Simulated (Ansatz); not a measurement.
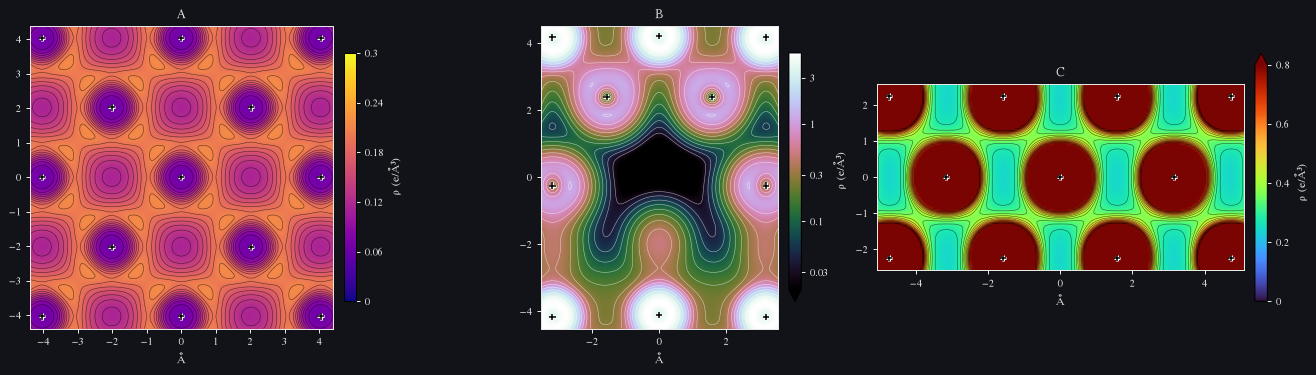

The valence pseudo-density of 3 systems, each on a plane through atoms (crosses mark nuclei in the plane).

Method: Ansatz, DFT PBE, scalar-relativistic, plane waves, PAW.

System 1: W4S9 (cell with a defect), the (011) plane of the calculation cell. 

System 2: Mo, the (011) plane of the conventional cell. Space group Im-3m; computed without spin polarisation.

```cif
data_structure
_symmetry_space_group_name_H-M 'P 1'
_symmetry_Int_Tables_number 1
_cell_length_a 3.1604
_cell_length_b 3.1604
_cell_length_c 3.1604
_cell_angle_alpha 90.000
_cell_angle_beta 90.000
_cell_angle_gamma 90.000
_cell_volume 31.57
loop_
_atom_site_label
_atom_site_type_symbol
_atom_site_fract_x
_atom_site_fract_y
_atom_site_fract_z
_atom_site_occupancy
Mo1 Mo 0.00000 0.00000 0.00000 1
Mo2 Mo 0.50000 0.50000 0.50000 1
```

System 3: Al, the (100) plane of the conventional cell. Space group Fm-3m; computed without spin polarisation.

```
Al
1.0
     4.04062    0.00000    0.00000
     0.00000    4.04062    0.00000
     0.00000    0.00000    4.04062
Al
4
Direct
  0.00000 0.00000 0.00000
  0.50000 0.50000 0.00000
  0.50000 0.00000 0.50000
  0.00000 0.50000 0.50000
```

Question: Which map belongs to which system?

Answer: Panel A is system 3, Al: the plane holds Al. Al–Al (2.86 Å): the density is about 0.2 e/Å³ at the midpoint. Panel B is system 1, W4S9: the plane holds W and S. W–S (2.41 Å): the density is about 0.63 e/Å³ at the midpoint. Panel C is system 2, Mo: the plane holds Mo. Mo–Mo (2.74 Å): ρ at the midpoint is about 0.37 e/Å³.
